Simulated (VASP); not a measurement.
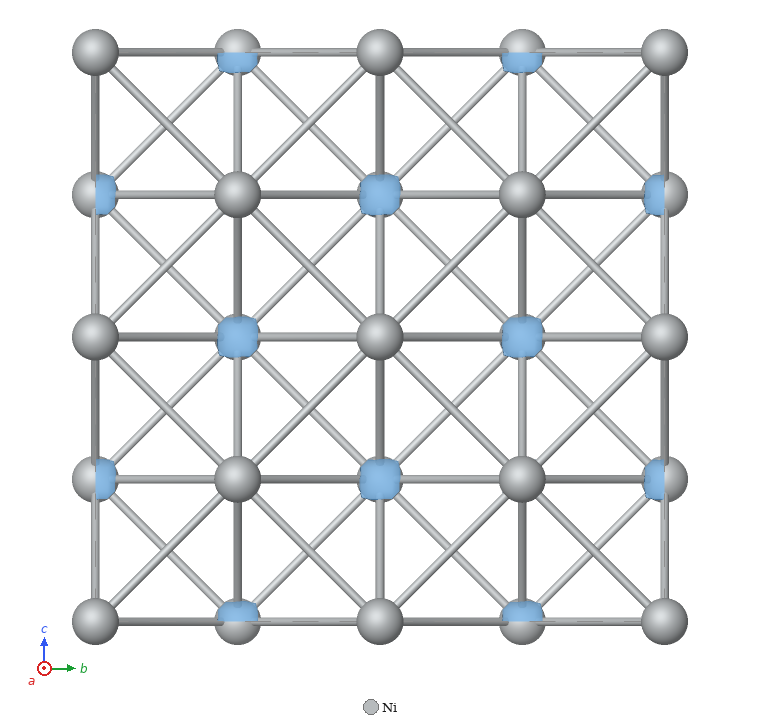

The blue surface encloses the points that the centre of a probe sphere of radius 0.25 Å can occupy in Ni (Fm-3m), computed on a grid of about 0.14 Å (2×2×2 cells shown, view along the a axis; pale faces close the region where the box cuts it).

The atoms' radii are metallic radii: Ni 1.24 Å.

Origin of the cell: a cell listed in the Materials Project, as set up for an electronic-structure calculation.

```cif
data_structure
_symmetry_space_group_name_H-M 'P 1'
_symmetry_Int_Tables_number 1
_cell_length_a 3.4751
_cell_length_b 3.4751
_cell_length_c 3.4751
_cell_angle_alpha 90.000
_cell_angle_beta 90.000
_cell_angle_gamma 90.000
_cell_volume 41.97
loop_
_atom_site_label
_atom_site_type_symbol
_atom_site_fract_x
_atom_site_fract_y
_atom_site_fract_z
_atom_site_occupancy
Ni1 Ni 0.00000 0.00000 0.00000 1
Ni2 Ni 0.00000 0.50000 0.50000 1
Ni3 Ni 0.50000 0.00000 0.50000 1
Ni4 Ni 0.50000 0.50000 0.00000 1
```

Is the space open to the probe made of pockets or channels?

Answer. They are isolated pockets that do not connect across cells.

What share of the cell can the probe's centre reach?

Answer. About 1.4 % of the volume (0.59 Å³ of 42.0 Å³).

Give the largest included and the largest free sphere.

Answer. The largest sphere that fits anywhere has a diameter of 1.00 Å; the largest that can travel through the crystal, about 0.4 Å.

How does the connectivity change as the probe shrinks?

Answer. Below a radius of about 0.18 Å the space forms a three-dimensional network. These are grid estimates, good to about 0.05 Å.
